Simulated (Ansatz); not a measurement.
# Run report: PtSe₂, geometry relaxation (part 1 of 2)

The run: geometry relaxation of PtSe₂ (P-3m1, 3 atoms in the cell). Method and program: DFT PBE+D3(BJ), scalar-relativistic, plane waves, PAW, no spin polarisation (Ansatz 0.2.0).

The structure derives from an entry of the Crystallography Open Database. Figures and captions count atoms from 1; the log counts them from 0 in places.

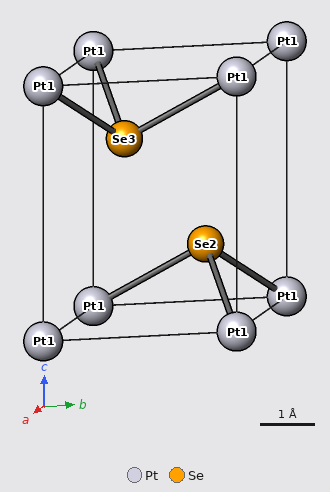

*The input geometry (ball-and-stick view of the cell of the calculation, seen slightly off an axis; atoms are numbered from 1 in the order of the input).*

Near neighbours in the crystal (not all of them lie inside the picture): Pt has 6 Se at 2.53 Å; Se has 3 Pt at 2.53 Å.

Summary

- outcome: converged
- space group (tolerance 0.01 Å): P-3m1 (164)
- electrons treated: 50
- free energy: −23463.7350 eV
- Fermi energy: 13.644 eV
- gap on the k-point mesh: none (metallic)
- pressure: −0.01 GPa
- final volume: 59.41 Å³
- largest force (length of the vector) at the end: 0.001 eV/Å
- final cell: a = 3.771 Å, b = 3.771 Å, c = 4.823 Å, α = 90.00°, β = 90.00°, γ = 120.00°
- hardware: 8 threads of AMD EPYC (Zen 5), 64 GiB of memory available, shared host
- wall time: 5.3 s (CPU time 38 s)
- peak memory: 0.77 GiB

Notes

Spin–orbit coupling is left out, which matters for Pt.

The input
```yaml
crystal:
  lattice:
    - [3.7644458742, 0.0, 0.0]
    - [-1.8822229371, 3.2601057583, 0.0]
    - [0.0, 0.0, 4.8652984183]
  atoms:
    - { symbol: Pt, position: [0.0, 0.0, 0.0] }
    - { symbol: Se, position: [0.3333333333, 0.6666666667, 0.264437355] }
    - { symbol: Se, position: [0.6666666667, 0.3333333333, 0.735562645] }
basis:
  ecutwfc: 420
kpoints:
  mp_grid: { grid: [15, 15, 10] }
hamiltonian:
  xc: pbe
  dispersion: d3bj
scf:
  occupations: { method: gaussian, width: 0.1 }
output:
  forces: true
  stress: true
  eigenvalues: true
  write_density: true
  write_potential: true
  elf: true
  volumetric_format: npy
relax:
  adjacent_minimum: "off"
  f_tol: 0.005
  max_steps: 80
  cell: { stress_tol: 0.05 }
```

Run as:
```bash
ansatz run input.yaml --threads 8 --pin off --max-ram 22528MiB --backend cpu --events-out ev --progress --plain --runs-dir out
```

The program's output
```
Engine: ansatz 0.2.0, x86_64-unknown-linux-gnu
Pseudopotentials: kind: paw
Pseudopotential: Pt, paw, valence charge 18, recommended cutoff 420 eV (normal), Pt.paw.azcp
Pseudopotential: Se, paw, valence charge 16, recommended cutoff 420 eV (normal), Se.paw.azcp
Functional definition: PBE
  parameter kappa = 0.804
  parameter beta = 0.06672455060314922
  exchange = pbe_x(kappa = kappa, mu = beta*pi^2/3)
  correlation = pbe_c(beta = beta)
Crystal: 3 atoms, lattice volume = 59.709 Å³
Basis set: ecut = 420 eV, 1169 PW (Γ), exchange–correlation on 54×54×72 points (8 copies of the dense FFT grid, shifted against one another)
Bands: 30, of which v1, the nominal top of the filled ones, is band 25 counted from 1 (24 counted from 0)
Symmetry: 12 space group operations
Space group: P-3m1 (ITA 164), of the structure as read, at distance tolerance 3.9e-5 Å
k-points: 238 of 2250
Non-local potential: Pt, projectors of the file, l = 0: 3, l = 1: 2, l = 2: 2, l = 3: 1
Non-local potential: Se, projectors of the file, l = 0: 2, l = 1: 2, l = 2: 3, l = 3: 1
PAW form: soft (Blöchl's): semilocal exchange-correlation on the pseudo side does not see the compensation charge
PAW one-centre angular grid: Pt, 590 points (default); XC on 64 Gauss nodes
PAW one-centre angular grid: Se, 590 points (default); XC on 64 Gauss nodes
Initial density: superposition of atomic densities (neutral atoms: chi_scale 0, normalization atom), corrected by the library's trained network
Initial wavefunctions: pseudopotential atomic-orbital guess
Functional: x = pbe(κ = 0.804, μ = 0.2195149727645171), c = pbe(β = 0.06672455060314922)
SCF iter   1: F=—  HF=-23463.732895 eV  |F-HF|=—  |Δ(HF+E_count)|=         —  Δρ=3.12e-3  dr2=5.15e-3  ethr=1.77e-3  ⟨swp⟩=5.3  Hψ=27156  notcnv=0
preconditioner: auto → LDOS  [metal: Δε(μ)=0.020 eV  Ē_g=10.056 eV  σ=0.100 eV  W_gap=0.11  n_scr=22 (ndim 8)  ℏωp=22.5 eV  f_vac=0.023  D(μ)=0.72/eV (n_scr^D=2)  β→1.0]
SCF iter   2: F=—  HF=-23463.734678 eV  |F-HF|=—  |Δ(HF+E_count)|=   1.78e-3  Δρ=1.56e-3  dr2=2.20e-3  ethr=1.03e-5  ⟨swp⟩=2.0  Hψ=11630  notcnv=0
SCF iter   3: F=—  HF=-23463.734300 eV  |F-HF|=—  |Δ(HF+E_count)|=   3.78e-4  Δρ=2.59e-4  dr2=3.42e-5  ethr=4.41e-6  ⟨swp⟩=2.0  Hψ=8755  notcnv=0
SCF iter   4: F=—  HF=-23463.734289 eV  |F-HF|=—  |Δ(HF+E_count)|=   1.03e-5  Δρ=3.18e-5  dr2=3.70e-7  ethr=6.83e-8  ⟨swp⟩=2.0  Hψ=12657  notcnv=0
SCF iter   5: F=—  HF=-23463.734290 eV  |F-HF|=—  |Δ(HF+E_count)|=   4.86e-7  Δρ=9.39e-6  dr2=1.16e-7  ethr=7.40e-10  ⟨swp⟩=2.0  Hψ=12691  notcnv=0
SCF iter   6: F=-23463.734290 eV  HF=-23463.734290 eV  |F-HF|=3.67e-9  |Δ(HF+E_count)|=   2.06e-8  Δρ=2.49e-6  dr2=1.85e-9  ethr=2.00e-10  ⟨swp⟩=10.4  Hψ=45714  notcnv=0
SCF 1 converged in 6 iterations: F = -23463.734290 eV  dr2 = 1.85e-9
  greatest PAW one-centre occupation: 1.000 electrons in one spin orbital (limit 2), on the Pt atom at site 0 (counted from 0), in its partial waves of l = 0
relax step   1: F+E_penalty+E_count = -23463.73428990 eV  Δ(F+E_penalty+E_count) = +0.000e0 eV  max|allowed force component| = 3.968e-3 eV/Å  Δτ_max = 0.0000 Å  P = -0.066 GPa  Ω = 59.709 Å³  (6 SCF iters, dr2 threshold 1.00e-7 eV, accepted)
Crystal: 3 atoms, lattice volume = 59.469 Å³
Initial density: handed on by an earlier stage of this run
Initial wavefunctions: those handed on with the density
iter 1 solved again at ethr=3.36e-7 eV; its pass at ethr=3.10e-3 eV (dr2=1.68e-4 eV) is discarded
SCF iter   1: F=—  HF=-23463.735052 eV  |F-HF|=—  |Δ(HF+E_count)|=         —  Δρ=6.07e-4  dr2=9.64e-5  ethr=3.36e-7  ⟨swp⟩=3.0  Hψ=35841  notcnv=0
preconditioner: auto → LDOS  [metal: Δε(μ)=0.020 eV  Ē_g=10.068 eV  σ=0.100 eV  W_gap=0.11  n_scr=22 (ndim 8)  ℏωp=22.6 eV  f_vac=0.022  D(μ)=0.75/eV (n_scr^D=2)  β→1.0]
SCF iter   2: F=—  HF=-23463.735040 eV  |F-HF|=—  |Δ(HF+E_count)|=   1.18e-5  Δρ=1.51e-4  dr2=1.69e-5  ethr=1.93e-7  ⟨swp⟩=2.0  Hψ=9761  notcnv=0
SCF iter   3: F=—  HF=-23463.735036 eV  |F-HF|=—  |Δ(HF+E_count)|=   4.15e-6  Δρ=4.38e-5  dr2=1.34e-6  ethr=3.37e-8  ⟨swp⟩=2.0  Hψ=12313  notcnv=0
SCF iter   4: F=-23463.735035 eV  HF=-23463.735035 eV  |F-HF|=4.90e-9  |Δ(HF+E_count)|=   3.61e-7  Δρ=7.36e-6  dr2=1.93e-8  ethr=6.00e-10  ⟨swp⟩=9.0  Hψ=60939  notcnv=0
SCF 2 converged in 4 iterations: F = -23463.735035 eV  dr2 = 1.93e-8
relax step   2: F+E_penalty+E_count = -23463.73503531 eV  Δ(F+E_penalty+E_count) = -7.454e-4 eV  max|allowed force component| = 7.910e-3 eV/Å  Δτ_max = 0.0034 Å  P = -0.001 GPa  Ω = 59.469 Å³  energy of the carried Pulay correction = +4.465e-5 eV  (4 SCF iters, dr2 threshold 3.00e-7 eV, accepted)
Crystal: 3 atoms, lattice volume = 59.308 Å³
iter 1 solved again at ethr=1.81e-7 eV; its pass at ethr=3.10e-3 eV (dr2=9.03e-5 eV) is discarded
SCF iter   1: F=—  HF=-23463.735077 eV  |F-HF|=—  |Δ(HF+E_count)|=         —  Δρ=3.75e-4  dr2=6.50e-5  ethr=1.81e-7  ⟨swp⟩=2.4  Hψ=33328  notcnv=0
preconditioner: auto → LDOS  [metal: Δε(μ)=0.005 eV  Ē_g=10.073 eV  σ=0.100 eV  W_gap=0.03  n_scr=22 (ndim 8)  ℏωp=22.6 eV  f_vac=0.021  D(μ)=0.75/eV (n_scr^D=2)  β→1.0]
SCF iter   2: F=—  HF=-23463.735068 eV  |F-HF|=—  |Δ(HF+E_count)|=   8.75e-6  Δρ=2.08e-4  dr2=5.46e-5  ethr=1.30e-7  ⟨swp⟩=2.0  Hψ=12150  notcnv=0
SCF iter   3: F=—  HF=-23463.735054 eV  |F-HF|=—  |Δ(HF+E_count)|=   1.41e-5  Δρ=2.98e-5  dr2=6.86e-7  ethr=1.09e-7  ⟨swp⟩=2.0  Hψ=9245  notcnv=0
SCF iter   4: F=—  HF=-23463.735052 eV  |F-HF|=—  |Δ(HF+E_count)|=   2.13e-6  Δρ=7.51e-6  dr2=2.36e-8  ethr=1.37e-9  ⟨swp⟩=2.2  Hψ=10292  notcnv=0
SCF iter   5: F=-23463.735052 eV  HF=-23463.735052 eV  |F-HF|=1.32e-9  |Δ(HF+E_count)|=   2.96e-9  Δρ=2.07e-6  dr2=2.39e-9  ethr=7.82e-12  ⟨swp⟩=7.4  Hψ=41761  notcnv=0
SCF 3 converged in 5 iterations: F = -23463.735052 eV  dr2 = 2.39e-9
relax step   3: F+E_penalty+E_count = -23463.73505155 eV  Δ(F+E_penalty+E_count) = -1.624e-5 eV  max|allowed force component| = 1.771e-2 eV/Å  Δτ_max = 0.0047 Å  P = +0.017 GPa  Ω = 59.308 Å³  energy of the carried Pulay correction = +7.642e-5 eV  (5 SCF iters, dr2 threshold 3.91e-9 eV, rejected (line search))
Crystal: 3 atoms, lattice volume = 59.415 Å³
iter 1 solved again at ethr=7.65e-8 eV; its pass at ethr=3.10e-3 eV (dr2=3.83e-5 eV) is discarded
SCF iter   1: F=—  HF=-23463.735096 eV  |F-HF|=—  |Δ(HF+E_count)|=         —  Δρ=2.43e-4  dr2=2.86e-5  ethr=7.65e-8  ⟨swp⟩=2.0  Hψ=33000  notcnv=0
preconditioner: auto → LDOS  [metal: Δε(μ)=0.009 eV  Ē_g=10.070 eV  σ=0.100 eV  W_gap=0.05  n_scr=22 (ndim 8)  ℏωp=22.6 eV  f_vac=0.022  D(μ)=0.75/eV (n_scr^D=2)  β→1.0]
SCF iter   2: F=—  HF=-23463.735089 eV  |F-HF|=—  |Δ(HF+E_count)|=   7.35e-6  Δρ=1.43e-4  dr2=2.70e-5  ethr=5.72e-8  ⟨swp⟩=2.0  Hψ=12159  notcnv=0
SCF iter   3: F=—  HF=-23463.735081 eV  |F-HF|=—  |Δ(HF+E_count)|=   7.52e-6  Δρ=1.88e-5  dr2=2.40e-7  ethr=5.40e-8  ⟨swp⟩=2.0  Hψ=9258  notcnv=0
SCF iter   4: F=—  HF=-23463.735077 eV  |F-HF|=—  |Δ(HF+E_count)|=   4.44e-6  Δρ=4.77e-6  dr2=1.02e-8  ethr=4.79e-10  ⟨swp⟩=2.6  Hψ=11250  notcnv=0
SCF iter   5: F=—  HF=-23463.735077 eV  |F-HF|=—  |Δ(HF+E_count)|=   1.01e-9  Δρ=1.33e-6  dr2=1.01e-9  ethr=2.04e-11  ⟨swp⟩=2.0  Hψ=12779  notcnv=0
SCF iter   6: F=-23463.735077 eV  HF=-23463.735077 eV  |F-HF|=1.09e-11  |Δ(HF+E_count)|=  6.18e-11  Δρ=1.45e-7  dr2=1.01e-11  ethr=1.00e-12  ⟨swp⟩=4.5  Hψ=35863  notcnv=0
SCF 4 converged in 6 iterations: F = -23463.735077 eV  dr2 = 1.01e-11
relax step   4: F+E_penalty+E_count = -23463.73507669 eV  Δ(F+E_penalty+E_count) = -4.138e-5 eV  max|allowed force component| = 7.201e-4 eV/Å  Δτ_max = 0.0015 Å  P = -0.008 GPa  Ω = 59.415 Å³  energy of the carried Pulay correction = +5.509e-5 eV  (6 SCF iters, accepted)
Initial wavefunctions: pseudopotential atomic-orbital guess (no wavefunctions were taken with the density)
iter 1 solved again at ethr=9.14e-8 eV; its pass at ethr=3.10e-3 eV (dr2=4.57e-5 eV) is discarded
SCF iter   1: F=—  HF=-23463.734551 eV  |F-HF|=—  |Δ(HF+E_count)|=         —  Δρ=2.73e-4  dr2=9.33e-7  ethr=9.14e-8  ⟨swp⟩=3.0  Hψ=44239  notcnv=0
preconditioner: auto → LDOS  [metal: Δε(μ)=0.008 eV  Ē_g=10.070 eV  σ=0.100 eV  W_gap=0.04  n_scr=22 (ndim 8)  ℏωp=22.6 eV  f_vac=0.022  D(μ)=0.75/eV (n_scr^D=2)  β→1.0]
SCF iter   2: F=—  HF=-23463.735020 eV  |F-HF|=—  |Δ(HF+E_count)|=   4.69e-4  Δρ=4.53e-6  dr2=1.74e-8  ethr=1.87e-9  ⟨swp⟩=2.0  Hψ=9778  notcnv=0
SCF iter   3: F=—  HF=-23463.735020 eV  |F-HF|=—  |Δ(HF+E_count)|=   3.18e-9  Δρ=2.75e-6  dr2=5.31e-9  ethr=3.48e-11  ⟨swp⟩=2.0  Hψ=13097  notcnv=0
SCF iter   4: F=—  HF=-23463.735020 eV  |F-HF|=—  |Δ(HF+E_count)|=   3.70e-9  Δρ=1.09e-6  dr2=7.43e-10  ethr=1.06e-11  ⟨swp⟩=2.0  Hψ=12139  notcnv=0
SCF iter   5: F=—  HF=-23463.735020 eV  |F-HF|=—  |Δ(HF+E_count)|=  2.80e-10  Δρ=2.21e-7  dr2=4.69e-11  ethr=1.49e-12  ⟨swp⟩=2.1  Hψ=12777  notcnv=0
SCF iter   6: F=-23463.735020 eV  HF=-23463.735020 eV  |F-HF|=7.28e-12  |Δ(HF+E_count)|=  2.18e-11  Δρ=3.46e-8  dr2=5.38e-13  ethr=1.00e-12  ⟨swp⟩=5.6  Hψ=31522  notcnv=0
SCF 5 converged in 6 iterations: F = -23463.735020 eV  dr2 = 5.38e-13
relax step   5: F+E_penalty+E_count = -23463.73501991 eV  Δ(F+E_penalty+E_count) = +5.678e-5 eV  max|allowed force component| = 7.129e-4 eV/Å  Δτ_max = 0.0000 Å  P = -0.008 GPa  Ω = 59.415 Å³  stress off target by 2.34e-2 GPa  SCF on the basis re-selected at this cell (its energy is not comparable with the rows above)  (6 SCF iters)
```

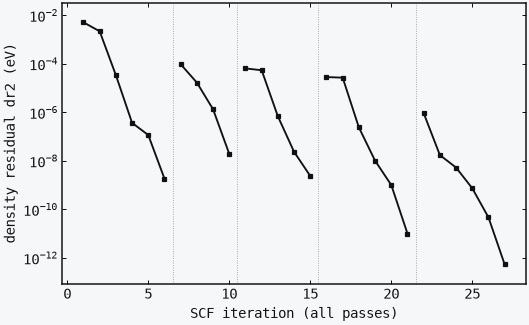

*Convergence of the self-consistent field: density residual dr2 against the SCF iteration. The dotted lines part the SCF passes of the relaxation: geometry steps, rejected trials and re-solves on a re-selected basis.*

The 5 passes take 4 to 6 iterations each, 27 in all.

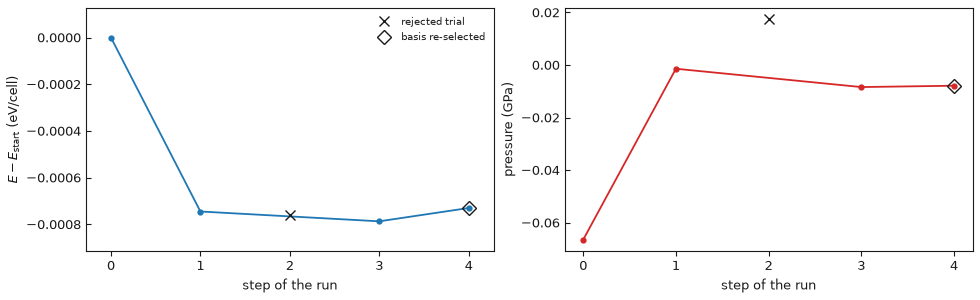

*Progress of the relaxation, step by step (the first geometry is step 0 here and step 1 in the log).*
